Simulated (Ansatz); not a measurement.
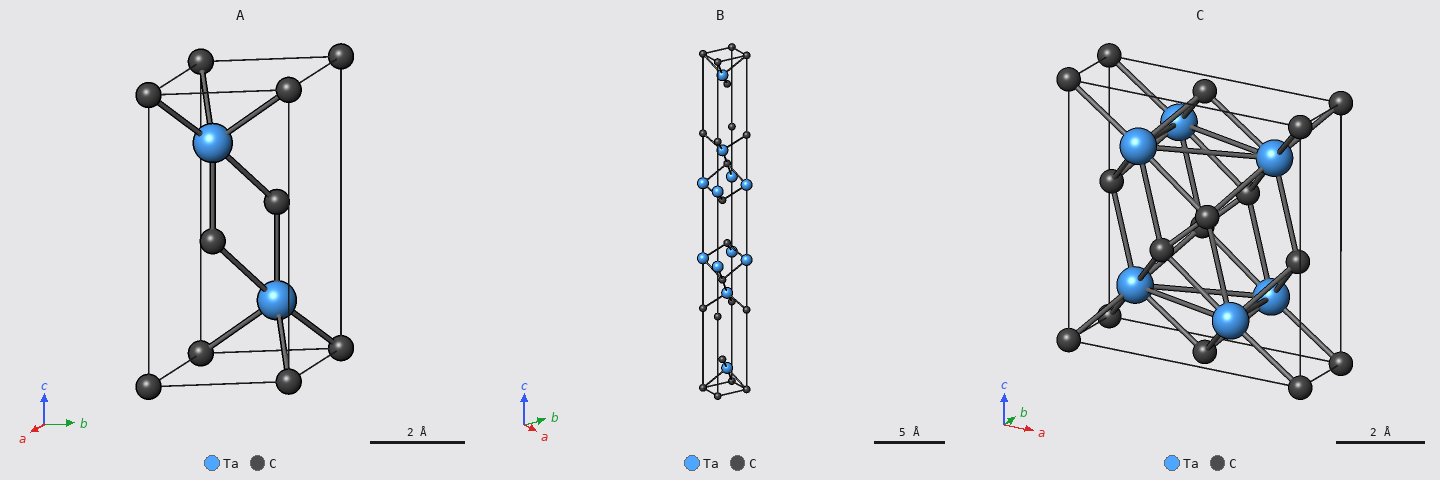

Three structures of Ta₂C₃, each relaxed to rest (conventional cells in solid outline, small ones repeated, each panel with its own scale). Method: DFT PBE, scalar-relativistic, plane waves, PAW (Ansatz), without spin polarisation.

What are the structures shown?

Answer. A: 5 atoms a cell on a primitive hexagonal lattice, P-3m1; B: 15 atoms a cell on a rhombohedral (trigonal R) lattice, R-3m; C: 10 atoms a cell on a base-centred monoclinic lattice, C2/m.

Which of these is lowest in energy, and how far above it do the others lie?

Answer. C, then A (+320 meV/atom) and B (+760 meV/atom), energies at zero smearing.

Collect the results in a table.

Answer.
| panel | structure | E − E(lowest) (meV/atom) | volume (Å³/atom) | gap (eV) |
| --- | --- | --- | --- | --- |
| C | C2/m | 0 | 10.8 | metal |
| A | P-3m1 | 320 | 10.2 | metal |
| B | R-3m | 760 | 14.7 | metal |

Some of these may be structure types tried for this composition rather than known phases, and the most stable form need not be among them. Gaps are taken on the k-mesh or band path of each run.
